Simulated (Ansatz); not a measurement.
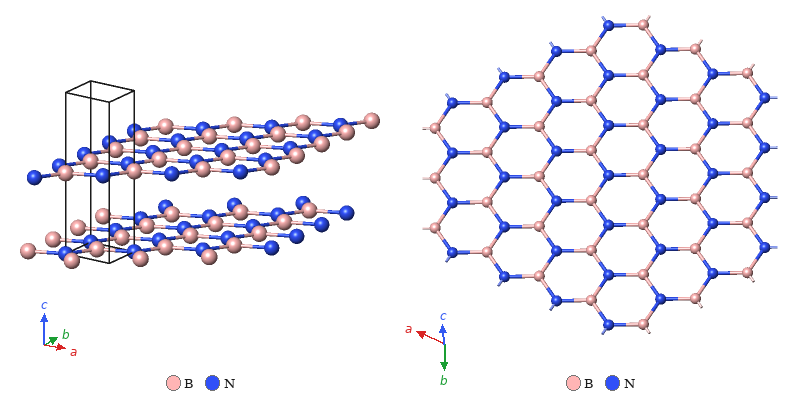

Left: the structure. Right: its underlying net. Nodes are coloured by element. One layer is drawn. Edges to nodes outside the piece are drawn as stubs.

The compound is BN (space group P-6m2, No. 187), taken as coordinates from a relaxation at fixed volume with DFT PBE+D3(BJ), scalar-relativistic, plane waves, PAW in Ansatz.

Bonds are taken as B–N below 1.6 Å; no other contact counts. Simplification: prune 0- and 1-connected atoms, fold 2-connected ones into links.

The result is a uninodal 3-connected, two-periodic (layers) net: B and N are 3-connected nodes. It is the hcb net, known from graphene. The layers lie parallel to (001).

| node | links | point symbol | coordination sequence |
| --- | --- | --- | --- |
| B and N | 3 | 6³ | 3 6 9 12 15 18 21 24 27 30 |
